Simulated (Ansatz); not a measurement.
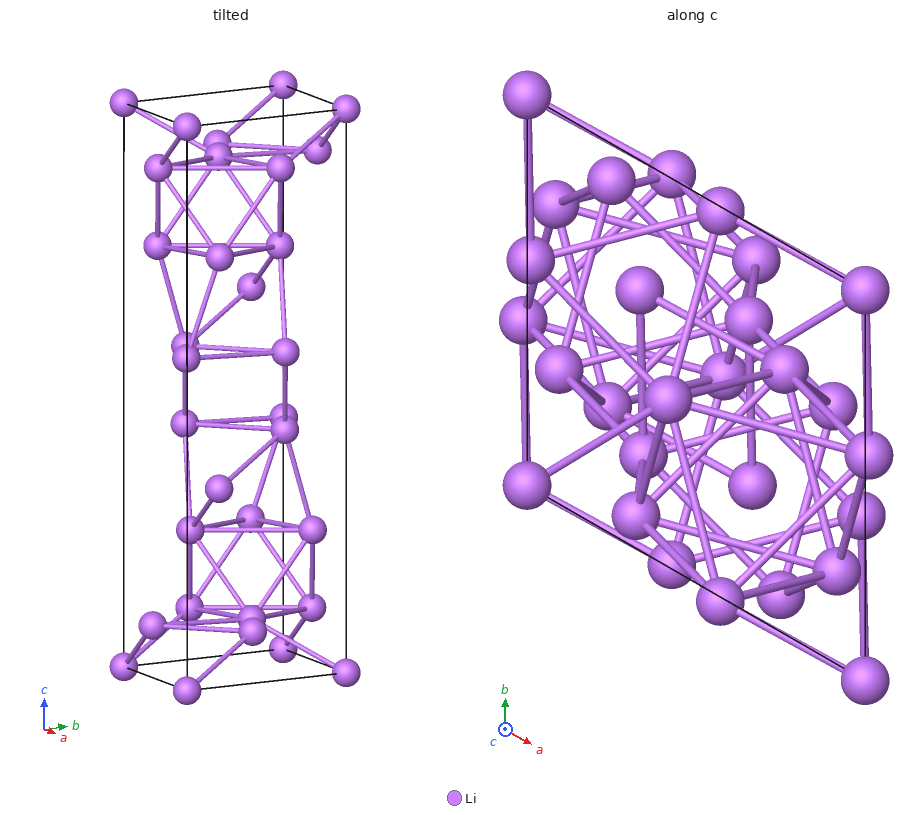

A ball-and-stick picture of a crystal structure, seen slightly off an axis and along the c axis. The conventional unit cell is drawn as a box.

Li, space group R-3 (No. 148), a = 5.845 Å, b = 5.845 Å, c = 14.469 Å, α = 90.00°, β = 90.00°, γ = 120.00°. Starting structure: a structure type filled with this element by a generator (whether the element takes this form wasn't checked). Earlier steps of the study may have refined or changed the cell and positions. A calculation with Ansatz used it as input.

This one geometry was computed with Ansatz (DFT, plane waves, PAW) at three levels of theory: r2SCAN, LDA and PBE.

Question: How does the band gap change with the level of theory?

Answer: All levels give a metal.

Question: Collect the results in a table.

Answer:
| level | cutoff (eV) | k-mesh of the run's cell | gap (eV) | pressure (GPa) |
| --- | --- | --- | --- | --- |
| r2SCAN | 500 | 12×12×12 | metal | 0.5 |
| LDA | 420 | 12×12×12 | metal | -0.8 |
| PBE | 420 | 12×12×12 | metal | 0.0 |

Gaps are taken on the k-mesh or band path of each run.
